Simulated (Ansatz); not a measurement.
As: geometry relaxation (part 2 of 2)

Continued. System: As (R-3m, 2 atoms in the cell). Method: DFT PBE+D3(BJ), scalar-relativistic, plane waves, PAW, no spin polarisation (Ansatz 0.2.0); cutoff 420 eV, 12×12×12 k-mesh, Gaussian smearing of 0.1 eV. The structure derives from an entry of the Crystallography Open Database. It belongs to a series of runs on one base structure; here: volume × 1.06, shape and atoms relaxed.

Geometry of the input (Å; fractional positions):
```
1.9184  1.1076  3.4710
-1.9184  1.1076  3.4710
0.0000  -2.2152  3.4710
As 0.7710  0.7710  0.7710
As 0.2290  0.2290  0.2290
```

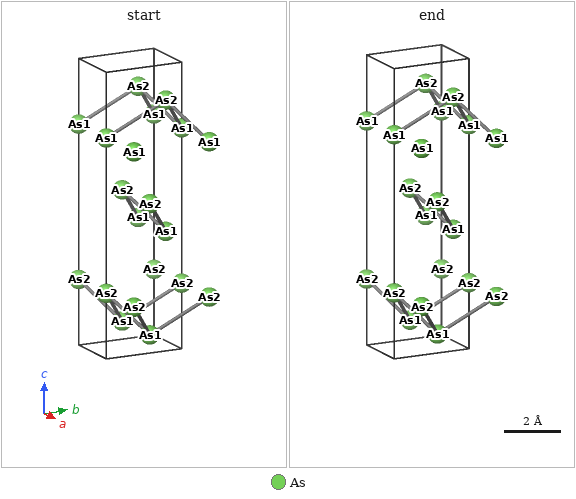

Before (left) and after (right) the relaxation, at one scale (ball-and-stick view of the cell 3 times as large as that of the calculation, set on its symmetry axes, repeated 2 × 1 × 1, seen slightly off an axis). The largest moves relative to the cell, 0.015 Å, are those of As1 and As2. The drawn cell changes at constant volume: a = b 3.837 → 3.813 Å (−0.6 %), c 10.413 → 10.545 Å (+1.3 %). Among the contacts that change: As1–As2 2.567 → 2.549 Å. The space group stays R-3m (No. 166). Over 2 geometry steps the energy falls by 1.9 meV per atom. Largest force component: 0.16 eV/Å at the start, 0.0043 eV/Å at the end. The pressure goes from −3.32 to −2.42 GPa. A last SCF at the same geometry on a re-selected plane-wave basis shifts the energy by next to nothing (0.0 meV per atom). (Atoms are counted from 1 in the order of the input.)

```
basis re-selected at this cell: Δ(F+E_penalty+E_count) = -4.368e-6 eV, ΔP = +0.000 GPa vs the last step (what re-selecting the basis moved, of the pressure what is left beyond the Pulay correction that the steps carried, after the strain that the cell walked since its last selection, with what the two solves' SCF thresholds leave and, on support functions, any second-order correction that the steps lacked; it is no measure of the basis error at this ecutwfc). This SCF's stress stands 9.13e-2 GPa from its target on what of the cell is left free (relax.cell.stress_tol is 1.00e-1 GPa) and its largest allowed force component is 4.27e-3 eV/Å (relax.f_tol is 1.00e-2 eV/Å): within both
SCF converged after 6 iterations
Free energy (F): -9713.088597 eV
Harris-Foulkes:  -9713.088597 eV  (|F-HF|=0.00e0)
Internal energy: -9713.087684 eV  (E = F + TS)
E sigma→0 (E₀):  -9713.088140 eV
Entropy (-TS):   -0.000913 eV (-0.457 meV/atom)
Fermi energy:    10.279291 eV
--- Per-component energies (eV) ---
  E_band       = -478.225860
  E_kinetic    = 204.291188
  E_local      = -3377.459824  (includes V_loc(G=0)·N_el)
  E_nonlocal   = -1341.489459
  E_hartree    = 1864.214255
  E_xc         = -158.210775
  E_vxc        = -158.085915  (∫ρ·V_xc dr)
  E_paw        = -3669.089270  (= ΣΔE_a)
  E_vpaw       = 466.089563  (= ΣTr[D̂ρ^β])
  E_aug_tail   = 0.000017  (compensation charges beyond the density's cutoff)
  E_ewald      = -3234.527145
  E_disp       = -0.816671  (pairwise vdW)
  E_smearing   = -0.000913  (= −TS)
  E_closure    = 0.000000  (closes the sum)
  Σ components = -9713.088597   (vs F -9713.088597, Δ=0.00e0)
--- Forces (eV/Å), atoms counted from 1 ---
  atom   1  As    -0.00000000     0.00000000    -0.00427315
  atom   2  As     0.00000000    -0.00000000     0.00427315
  max |Σ_I F_I| component: 1.45e-19 eV/Å
--- Stress (GPa, compression-positive) ---
       -2.467947       0.000000      -0.000000
        0.000000      -2.467947      -0.000000
       -0.000000      -0.000000      -2.330952
  P = ⅓ Tr σ = -2.4223 GPa (-24.223 kbar)
--- Band table (eV; the first three rows and the last of 189) ---
  k-point 0: bands = ["-25.9539", "-25.9539", "-25.9147", "-25.9147", "-25.8841", "-25.8538", "-25.8538", "-25.8407", "-25.8122", "-25.8122", "-4.4485", "4.3574", "7.9268", "8.3487", "8.3487", "12.0801", "13.2083", "13.2083", "17.1170"]
  k-point 1: bands = ["-25.9532", "-25.9521", "-25.9141", "-25.9134", "-25.8837", "-25.8547", "-25.8540", "-25.8419", "-25.8137", "-25.8131", "-4.3584", "4.0493", "7.9628", "8.2880", "8.3181", "12.2244", "13.0031", "13.1175", "16.5338"]
  k-point 2: bands = ["-25.9512", "-25.9468", "-25.9121", "-25.9096", "-25.8825", "-25.8572", "-25.8544", "-25.8454", "-25.8179", "-25.8158", "-4.0897", "3.2509", "7.8471", "8.1353", "8.5076", "12.1159", "12.6780", "12.8165", "16.0585"]
  k-point 188: bands = ["-25.9419", "-25.9419", "-25.9102", "-25.9102", "-25.8795", "-25.8560", "-25.8560", "-25.8445", "-25.8261", "-25.8261", "-3.1237", "0.3575", "8.6346", "8.6346", "9.6268", "10.9992", "10.9992", "11.9479", "18.4107"]
--- Relaxed structure (3 steps of the walk, 3 accepted, 1 SCFs on fresh bases) ---
  F+E_penalty+E_count = -9713.08859701 eV   max|allowed force component| = 4.273e-3 eV/Å   (the final SCF, on the basis selected at the relaxed cell)
  cell:  # Å, volume = 44.2505 Å³
    - [1.9063530453791095, 1.1006334439200918, 3.5149613723350903]
    - [-1.9063530453791095, 1.1006334439200918, 3.5149613723350903]
    - [6.146660635084753e-33, -2.2012668878401835, 3.5149613723350903]
  atoms:
    - { symbol: As, position: [0.7724167651102603, 0.7724167651102603, 0.7724167651102603] }
    - { symbol: As, position: [0.2275832348897397, 0.2275832348897397, 0.2275832348897397] }
```

Trajectory as extended XYZ (Å, eV, eV/Å), 4 frames, from step=1 to step=4
```
2
Lattice="1.9184 1.1076 3.4710 -1.9184 1.1076 3.4710 0.0000 -2.2152 3.4710" Properties=species:S:1:pos:R:3:forces:R:3 step=1 energy=-9713.08484 pressure_GPa=-3.32
As    0.0000    0.0000    8.0286    0.0000   0.0000   0.1633
As    0.0000    0.0000    2.3843    0.0000   0.0000  -0.1633
2
Lattice="1.9117 1.1037 3.4953 -1.9117 1.1037 3.4953 0.0000 -2.2074 3.4953" Properties=species:S:1:pos:R:3:forces:R:3 step=2 energy=-9713.08773 pressure_GPa=-2.43
As    0.0000    0.0000    8.1025    0.0000   0.0000  -0.0761
As    0.0000    0.0000    2.3835    0.0000   0.0000   0.0761
2
Lattice="1.9064 1.1006 3.5150 -1.9064 1.1006 3.5150 0.0000 -2.2013 3.5150" Properties=species:S:1:pos:R:3:forces:R:3 step=3 energy=-9713.08859 pressure_GPa=-2.42
As    0.0000    0.0000    8.1450    0.0000   0.0000  -0.0043
As    0.0000    0.0000    2.3998    0.0000   0.0000   0.0043
2
Lattice="1.9064 1.1006 3.5150 -1.9064 1.1006 3.5150 0.0000 -2.2013 3.5150" Properties=species:S:1:pos:R:3:forces:R:3 step=4 energy=-9713.08860 pressure_GPa=-2.42
As    0.0000    0.0000    8.1450    0.0000   0.0000  -0.0043
As    0.0000    0.0000    2.3998    0.0000   0.0000   0.0043
```

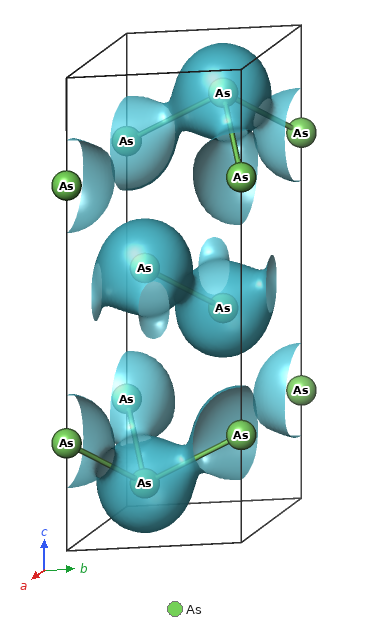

Isosurface of the valence pseudo-density at 0.4 e/Å³ (cyan), seen slightly off an axis. Sticks mark near contacts. The outline is the cell set on symmetry axes. At this value the density is joined into sheets; it holds about 85 % of the electrons treated as valence. On the grid the lowest density along these lines, outside the cores, is 0.48 e/Å³ (As–As, 2.55 Å). Core electrons are frozen (PAW), so the fields are smoothed inside the atomic spheres.

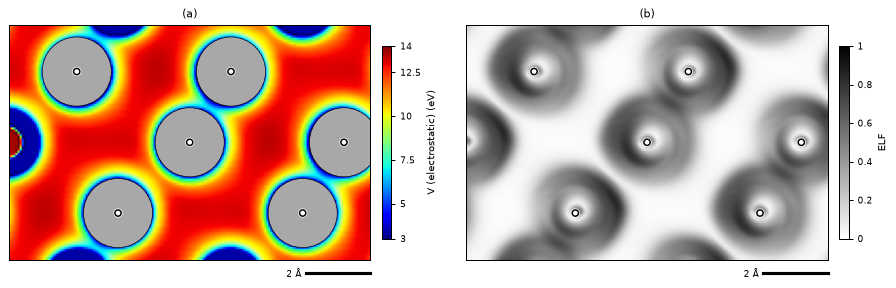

(a) electrostatic potential energy of an electron; (b) electron localisation function on the (110) plane of the conventional cell. Circles mark the nuclei in the plane (As). Grey discs, where drawn, cover atomic cores. Atoms in the plane: As. As–As (2.55 Å): the ELF peaks at about 0.75 between the atoms (localised, shared-pair bonding). Outside the cores the potential energy rises away from the atoms and is highest about 2.4 Å from the nearest atoms; outside the discs it spans about 11 eV, and its zero is arbitrary.

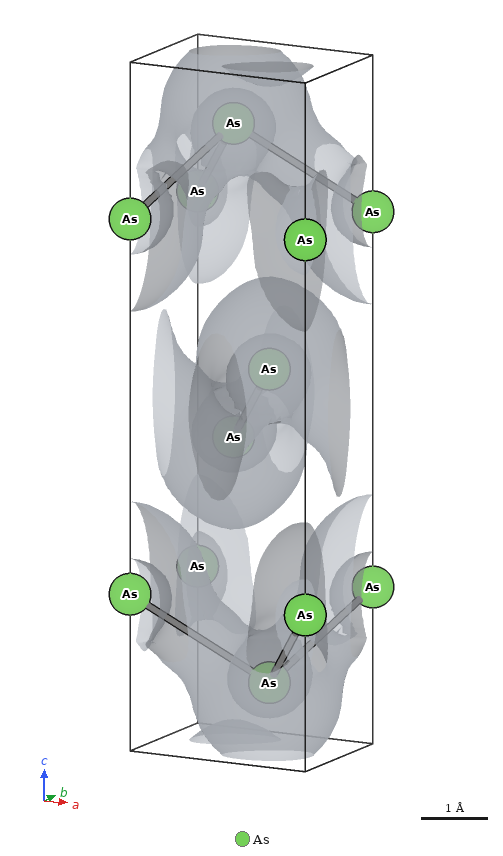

Isosurface of the ELF at 0.55 (grey), seen slightly off an axis. Core shells and regions of very low density are left out. Sticks mark near contacts. The outline is the cell set on symmetry axes. Profiles from the grid: As–As (2.55 Å): the ELF peaks at about 0.75 between the atoms, which marks a covalent bond.

Results in brief

```json
{"quantity": "outcome", "value": "converged"}
{"quantity": "space group (tolerance 0.01 Å)", "value": "R-3m (166)"}
{"quantity": "electrons treated", "value": "30"}
{"quantity": "free energy", "value": "−9713.0886 eV"}
{"quantity": "Fermi energy", "value": "10.279 eV"}
{"quantity": "gap on the k-point mesh", "value": "none (metallic)"}
{"quantity": "pressure", "value": "−2.42 GPa"}
{"quantity": "final volume", "value": "44.25 Å³"}
{"quantity": "largest force (length of the vector) at the end", "value": "0.004 eV/Å"}
{"quantity": "final cell", "value": "a = 4.147 Å, b = 4.147 Å, c = 4.147 Å, α = 54.73°, β = 54.73°, γ = 54.73°"}
{"quantity": "hardware", "value": "1 thread of Arm Neoverse V2, 24 GiB of memory available, shared host"}
{"quantity": "wall time", "value": "30 s"}
{"quantity": "peak memory", "value": "0.42 GiB"}
```
